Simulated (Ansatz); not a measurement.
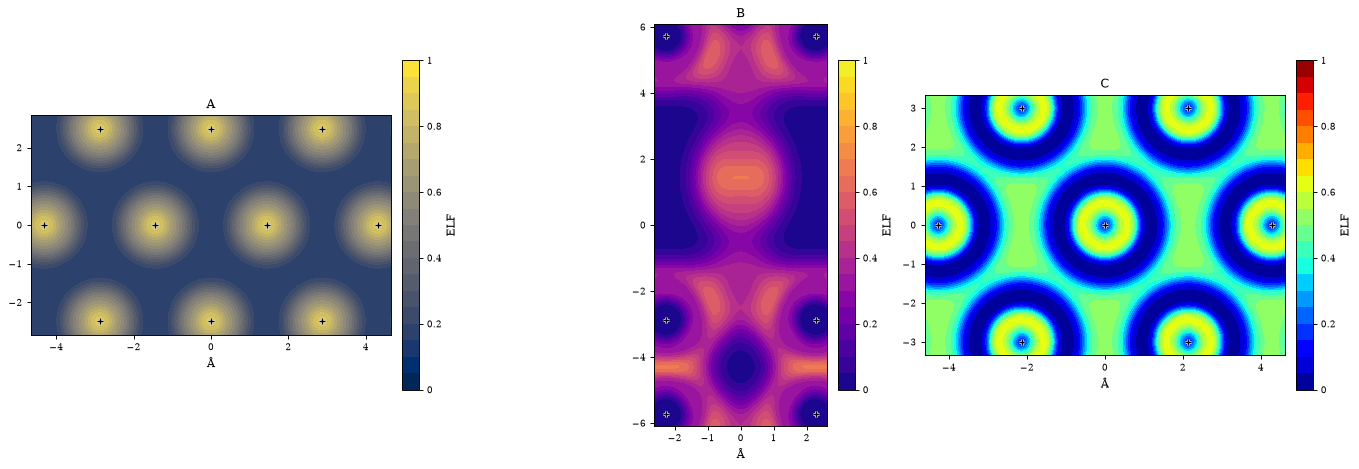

The ELF of 3 systems, each on a plane through atoms (crosses mark nuclei in the plane).

Method: DFT, PBE, PAW with Ansatz's default frozen-core files, scalar-relativistic (Ansatz 0.2.0).

System 1: Sn, the (100) plane of the conventional cell. Space group R-3m; changed on purpose from its base cell (equal xy, yz and zx shear strains of +2 %, PAW files); not relaxed (largest force 0.3 eV/Å); computed pressure about 3 GPa in this cell.

```
CELL_PARAMETERS angstrom
3.21314 0.00000 -3.21314
-3.21314 3.21314 0.00000
6.62102 6.62102 6.62102
ATOMIC_POSITIONS crystal
Sn 0.66667 0.33333 0.20833
Sn 0.33333 0.66667 0.54167
Sn 0.00000 0.00000 0.87500
Sn 0.00000 0.00000 0.12500
Sn 0.66667 0.33333 0.45833
Sn 0.33333 0.66667 0.79167
```

System 2: Ag, the (001) plane of the conventional cell. Space group R-3m; changed on purpose from its base cell (equal xy, yz and zx shear strains of +1 %, PAW files); computed pressure about 5 GPa in this cell; computed without spin polarisation.

System 3: Na, the (11̄0) plane of the conventional cell. Space group I4/mmm; changed on purpose from its base cell (zz strain of +1 %, PAW files); computed without spin polarisation.

Match each panel to its system.

Panel A is system 2, Ag: the plane holds Ag. Ag–Ag (2.87 Å): the ELF is about 0.15 at the midpoint; no shared electron pair shows on this line. Panel B is system 1, Sn: the plane holds Sn. Sn–Sn (2.87 Å): the ELF peaks at about 0.65 between the atoms. Panel C is system 3, Na: the plane holds Na. Na–Na (3.68 Å): the ELF is about 0.40 at the midpoint.
